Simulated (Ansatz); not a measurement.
Consider MnO.

```yaml
crystal:
  lattice:
    - [3.37170, 0.00000, 0.00000]
    - [-1.68585, 2.91998, 0.00000]
    - [0.00000, 0.00000, 5.38550]
  atoms:
    - { symbol: Mn, position: [0.33333, 0.66667, 0.01096] }
    - { symbol: Mn, position: [0.66667, 0.33333, 0.51096] }
    - { symbol: O, position: [0.33333, 0.66667, 0.37547] }
    - { symbol: O, position: [0.66667, 0.33333, 0.87547] }
```

Space group P6₃mc; not relaxed (largest force 0.6 eV/Å); computed pressure about 6 GPa in this cell.

Computed with DFT PBE, spin-orbit coupling, plane waves, PAW (Ansatz).

Question: What can the converged valence pseudo-density and electron localisation function tell about the bonding?

Answer: Mn–O (1.96 Å): the density is about 0.66 e/Å³ at the midpoint; the ELF peaks at about 0.85 in the valence shell of O, 0.6 Å from its nucleus, and is about 0.15 at the midpoint (no shared electron pair shows on this line).
Mn–O (2.08 Å): ρ is about 0.5 e/Å³ halfway; the ELF peaks at about 0.85 in the valence shell of O, 0.6 Å from its nucleus, and is about 0.15 at the midpoint; no localised pair shows between them.

Question: Metal or insulator at this level of theory?

Answer: It is gapless in this calculation (a metal or semimetal); semilocal functionals without U, or without the true magnetic order, often close the gap of such compounds.

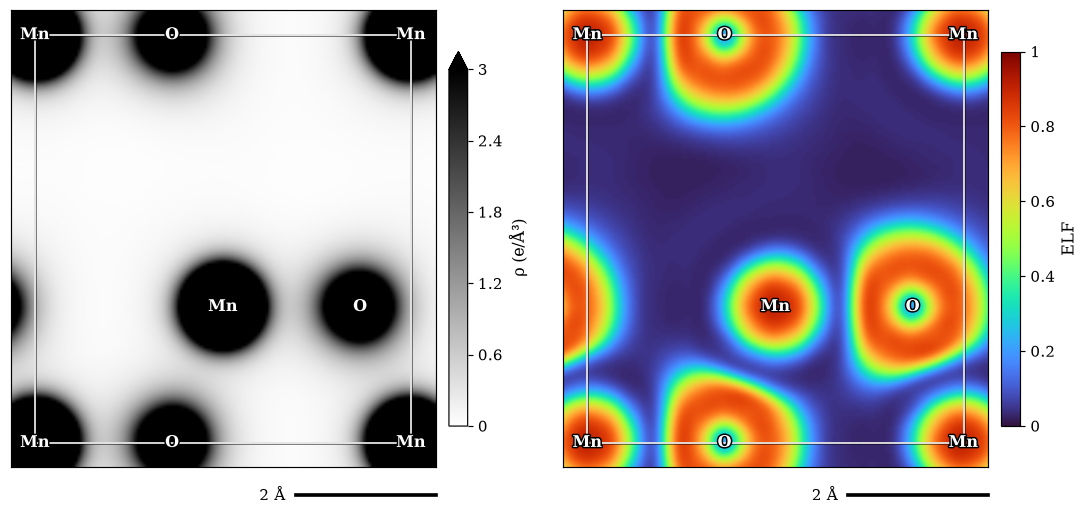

Computed valence pseudo-density and electron localisation function on the (110) plane of the calculation cell, in this order. 

The density is the valence pseudo-density of a PAW calculation; it isn't the true density close to the nuclei.
